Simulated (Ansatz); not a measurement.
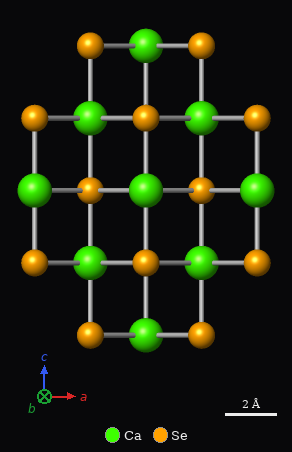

This is the input geometry for a relaxation of a crystal of CaSe (set up in I4/mmm). Style: ball-and-stick. Shown: the conventional cell (2 times the calculation's cell), along the b axis. Lengths and directions refer to the drawn axes.

Case: film's bulk on the substrate's plane, third vector and atoms relaxed.

The calculation used DFT PBE, scalar-relativistic, plane waves, PAW in Ansatz 0.2.0.

Input file:
```yaml
crystal:
  lattice:
    - [4.3772217378, 0.0, 0.0]
    - [0.0, 4.3772217378, 0.0]
    - [2.1886108689, 2.1886108689, 2.8461132236]
  atoms:
    - { symbol: Ca, position: [0.0, 0.0, 0.0] }
    - { symbol: Se, position: [0.5, 0.5, 0.0] }
basis:
  ecutwfc: 420
kpoints:
  mp_grid: { grid: [8, 8, 12] }
hamiltonian:
  xc: pbe
scf:
  occupations: { method: gaussian, width: 0.1 }
output:
  forces: true
  stress: true
  eigenvalues: true
relax:
  adjacent_minimum: "off"
  f_tol: 0.01
  max_steps: 50
  cell: { fix: [a, b, gamma], stress_tol: 0.1 }
```

Predict the outcome.

Answer. After 1 accepted move (2 points after the start) the energy has fallen by 11.1 meV per atom. All forces vanish by symmetry, so only the cell relaxes. Pressure: −0.58 GPa at the start and −2.35 GPa at the end. At 1 point the geometry stayed and the basis and grid were re-selected for the new cell (energy shift of less than 0.05 meV per atom at most each time). No atom moves by more than 0.005 Å relative to the cell. The drawn cell changes as follows: a = b unchanged at 4.377 Å, c 5.692 → 5.876 Å (+3.2 %); the volume changes by +3.2 %. Some distances before and after: Ca1–Se2 2.846 → 2.938 Å. The space group stays I4/mmm (No. 139).

The end point in the same view:

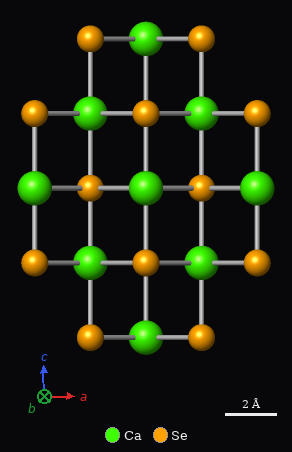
